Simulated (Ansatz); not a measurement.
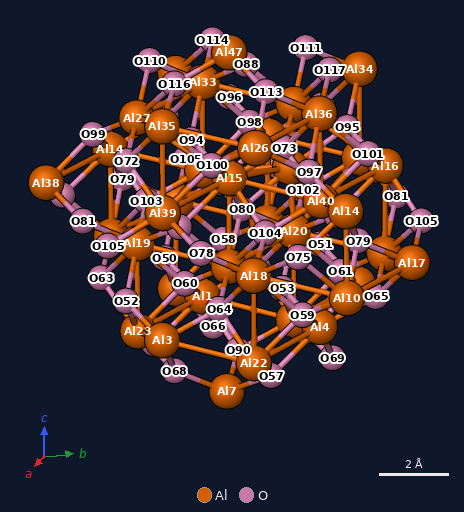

This is the input geometry for a relaxation of a defect cell of composition Al₄₉O₇₂ (cell charge −1). A ball-and-stick model of the atoms within 5.8 Å of the atom that moves most (axes of the cell of the calculation (origin shifted)), seen slightly off an axis.

The calculation used Ansatz 0.2.0, DFT, PBEsol, PAW, plane waves.

Settings: plane-wave cutoff 420 eV; k-point mesh 1 × 1 × 1; mesh shifted by (0.25, 0.25, 0.25); no spin polarisation; atoms relaxed in a fixed cell; force threshold 0.03 eV/Å; at most 80 steps.

```
CELL_PARAMETERS angstrom
9.54786 0.00000 0.00000
-4.77393 8.26869 0.00000
0.00000 0.00000 13.01358
ATOMIC_POSITIONS crystal
Al 0.33296 0.16772 0.18624
Al 0.33336 0.66468 0.18568
Al 0.83453 0.16406 0.18590
Al 0.83369 0.66692 0.18746
Al 0.16953 0.33573 0.01904
Al 0.16755 0.83474 0.01899
Al 0.66469 0.32840 0.02198
Al 0.66670 0.83143 0.02047
Al 0.16449 0.33151 0.31489
Al 0.16559 0.83557 0.31266
Al 0.66501 0.33384 0.31365
Al 0.66888 0.83190 0.31572
Al 0.16717 0.33663 0.51757
Al 0.16537 0.83176 0.51577
Al 0.66363 0.33640 0.51961
Al 0.66985 0.83561 0.52116
Al 0.99903 0.00259 0.35169
Al 0.99893 0.49660 0.35068
Al 0.49833 0.99998 0.35317
Al 0.50381 0.50198 0.35347
Al 0.00115 0.99923 0.14641
Al 0.99724 0.49689 0.14592
Al 0.50313 0.00411 0.14890
Al 0.50117 0.50026 0.14608
Al 0.00225 0.99948 0.65019
Al 0.00300 0.50260 0.64970
Al 0.49777 0.99893 0.64719
Al 0.49993 0.50081 0.65010
Al 0.99980 0.00068 0.85245
Al 0.00030 0.50204 0.85289
Al 0.49905 0.00028 0.85281
Al 0.49804 0.49922 0.85354
Al 0.33308 0.16878 0.68654
Al 0.33434 0.66981 0.68856
Al 0.82949 0.16318 0.68470
Al 0.83244 0.66530 0.68564
Al 0.33174 0.16722 0.48048
Al 0.33367 0.66910 0.48111
Al 0.83198 0.16539 0.48254
Al 0.83582 0.66974 0.48287
Al 0.33438 0.16625 0.97948
Al 0.33552 0.66550 0.98367
Al 0.83277 0.16883 0.97910
Al 0.83128 0.66453 0.98039
Al 0.16305 0.33192 0.81660
Al 0.16697 0.83524 0.81184
Al 0.66601 0.33640 0.81427
Al 0.66297 0.82819 0.81603
Al 0.49384 0.48735 0.50236
O 0.15763 0.00226 0.25010
O 0.14636 0.49721 0.25107
O 0.65698 0.00395 0.25067
O 0.65304 0.50080 0.25079
O 0.32938 0.01259 0.08361
O 0.33369 0.51412 0.08558
O 0.83469 0.01237 0.08301
O 0.82974 0.51031 0.08188
O 0.99698 0.15142 0.25190
O 0.99665 0.65138 0.24964
O 0.50016 0.15235 0.25119
O 0.50025 0.64941 0.24998
O 0.35065 0.34862 0.25052
O 0.34620 0.84665 0.25063
O 0.84376 0.34662 0.24966
O 0.84786 0.84824 0.25065
O 0.18102 0.16409 0.08516
O 0.18245 0.66519 0.08499
O 0.67753 0.16394 0.08207
O 0.68036 0.66890 0.08365
O 0.17950 0.01468 0.58119
O 0.17985 0.51154 0.58156
O 0.67822 0.01057 0.58210
O 0.68122 0.51411 0.58390
O 0.16534 0.18061 0.41732
O 0.16648 0.67974 0.41724
O 0.66633 0.17681 0.41582
O 0.66839 0.67801 0.41401
O 0.01284 0.33141 0.41531
O 0.01662 0.83263 0.41651
O 0.51383 0.33622 0.41683
O 0.51323 0.83046 0.41836
O 0.01171 0.17852 0.91471
O 0.01834 0.68065 0.91782
O 0.51268 0.18278 0.91471
O 0.51262 0.67632 0.91768
O 0.99916 0.34643 0.75138
O 0.00019 0.85124 0.74965
O 0.49438 0.34605 0.75089
O 0.50452 0.85259 0.74797
O 0.48932 0.31971 0.08260
O 0.49050 0.82219 0.08445
O 0.98683 0.31781 0.08279
O 0.98345 0.81616 0.08197
O 0.48580 0.16833 0.58297
O 0.48265 0.66628 0.58208
O 0.98346 0.16691 0.58157
O 0.99222 0.67100 0.58151
O 0.33080 0.31712 0.58392
O 0.33178 0.81710 0.58497
O 0.83252 0.32123 0.58488
O 0.83230 0.81957 0.58349
O 0.31777 0.48511 0.41301
O 0.32277 0.98616 0.41840
O 0.81981 0.48862 0.41469
O 0.81870 0.98645 0.41328
O 0.31913 0.33607 0.91643
O 0.31982 0.83193 0.91598
O 0.81742 0.32906 0.91897
O 0.82298 0.83686 0.91850
O 0.34421 0.00180 0.74933
O 0.34789 0.50114 0.75121
O 0.84947 0.00104 0.75234
O 0.84266 0.49681 0.74926
O 0.15365 0.15526 0.75002
O 0.14947 0.64947 0.74880
O 0.65612 0.15819 0.74936
O 0.65304 0.65283 0.75199
O 0.16563 0.48875 0.91587
O 0.16493 0.98679 0.91638
O 0.66387 0.48718 0.91870
O 0.66942 0.98967 0.91769
```

> What does the optimiser find from here?

Over 11 geometry steps the energy falls by 9.146 eV per cell of the calculation. Largest force component: 11 eV/Å at the start, 0.026 eV/Å at the end. The largest move is that of O80, 0.54 Å roughly along [0 −3 1]. By element the largest moves are O 0.54 Å, Al 0.52 Å. The lattice vectors keep their values. Some distances before and after: Al20–O80 1.829 → 2.601 Å, Al49–O95 2.047 → 2.816 Å, Al28–O73 1.880 → 2.626 Å, Al28–O98 1.896 → 2.613 Å. Bonds break, among them: Al20–O80 (1.83 → 2.60 Å), Al28–O73 (1.88 → 2.63 Å), Al28–O98 (1.90 → 2.61 Å). Among the angles between lasting bonds that change: Al33–O98–Al49 134.1° → 111.1°, Al16–O95–Al34 130.9° → 152.7°, Al15–O80–Al37 93.5° → 111.0°.

History of the run:

```csv
step,"E − E(0), meV/atom","largest force component, eV/Å"
0,0.00,10.9422
1,-30.46,5.4234
2,-52.98,2.9760
3,-66.80,1.9940
4,-70.18,0.5261
5,-71.86,0.7245
6,-74.01,0.6157
7,-75.03,0.4912
8,-75.31,0.4600
9,-75.50,0.1507
10,-75.58,0.0483
11,-75.58,0.0265
```

After the run, drawn alike:

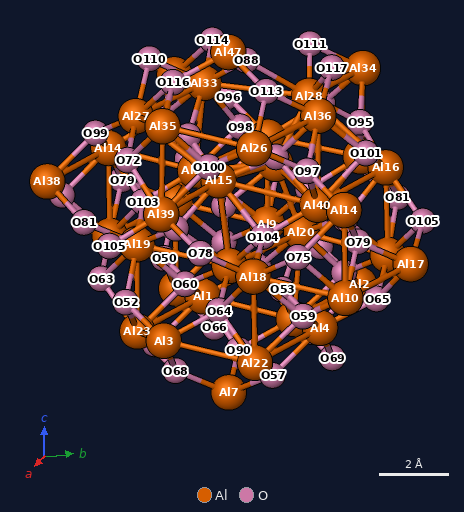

Limits of the set-up: the cell is charged, on a uniform background, and energies carry no finite-size correction.
